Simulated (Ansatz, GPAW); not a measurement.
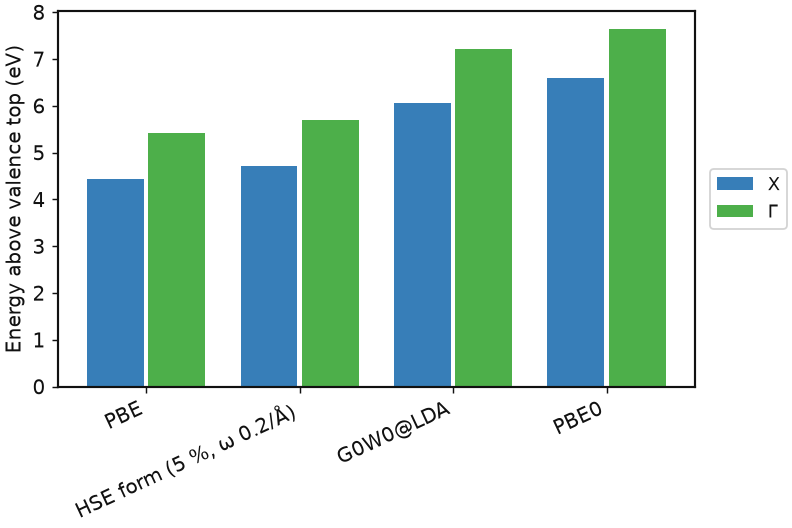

Lowest conduction level at each named k point, counted from the valence-band top at Γ, by several methods on one cell of rocksalt AlN, space group Fm-3m, 2 atoms in the primitive cell; cubic a = 4.069 Å. All runs are without spin-orbit coupling and carry no moments.

| method | program | X (eV) | Γ (eV) |
| --- | --- | --- | --- |
| PBE | Ansatz (PAW made for the crystal) | 4.44 | 5.41 |
| HSE form (5 %, ω 0.2/Å) | Ansatz | 4.72 | 5.70 |
| G0W0@LDA | GPAW | 6.06 | 7.21 |
| PBE0 | Ansatz | 6.59 | 7.64 |

**One method is left out: G0W0@PBE. Predict its row. It was run as: PBE, GPAW PAW data sets (gpaw-data 1.2.1), 8×8×8 k mesh, 600 eV cutoff, Fermi-Dirac smearing of 0.001 eV (GPAW), G0W0 with response cutoff 250 eV, frequency model plasmon pole and response bands 151, extrapolated in the response cutoff.**

It starts from PBE, whose row gives 4.44 eV at X in another program. G0W0@PBE gives 6.20 eV at X and 7.10 eV at Γ, which is +1.76 eV from PBE at X.

**How do the methods rank at X?**

From low to high: PBE 4.44, HSE form (5 %, ω 0.2/Å) 4.72, G0W0@LDA 6.06, G0W0@PBE 6.20, PBE0 6.59 eV. Too close to rank are G0W0@LDA against G0W0@PBE (different potentials, meshes, cutoffs and GW settings).

**Do the methods agree on which of these conduction levels is lowest?**

Yes: all put it at X.

Settings. PBE: PAW data sets made for the crystal, 8×8×8 k mesh, Fermi-Dirac smearing of 0.05 eV (Ansatz). HSE form (5 %, ω 0.2/Å): Ansatz PAW, 6×6×6 k mesh, 420 eV cutoff, Fermi-Dirac smearing of 0.05 eV (Ansatz). G0W0@LDA: LDA, the program's PAW data sets (release 1.2.1) made for this functional, 6×6×6 k mesh, 650 eV cutoff, Fermi-Dirac smearing of 0.001 eV (GPAW 26.7.0), G0W0 with response cutoff 100 eV, frequency model plasmon pole and response bands 38, extrapolated in the response cutoff. PBE0: Ansatz PAW, 8×8×8 k mesh, 420 eV cutoff, Fermi-Dirac smearing of 0.05 eV (Ansatz 0.2.0).

These are five of the 19 methods that were run on this cell. The runs come from different programs and meshes, which adds differences of its own. The usual form of AlN is wurtzite. HSE form (5 %, ω 0.2/Å) and PBE0: the PAW data sets were made with another functional. G0W0@LDA and G0W0@PBE: the quasiparticle gap is taken among the few k points that were corrected. G0W0@LDA and G0W0@PBE: the long-wavelength limit can be off by a per cent or two. LDA, GGA and most meta-GGA functionals understate gaps. HSE form (5 %, ω 0.2/Å): the k mesh is coarse, so the values aren't converged, least of all with exact exchange. G0W0@LDA: the k mesh is coarse, so the values aren't converged. G0W0@PBE: the k mesh is thin for GW. The GW runs differ in bands or cutoffs.
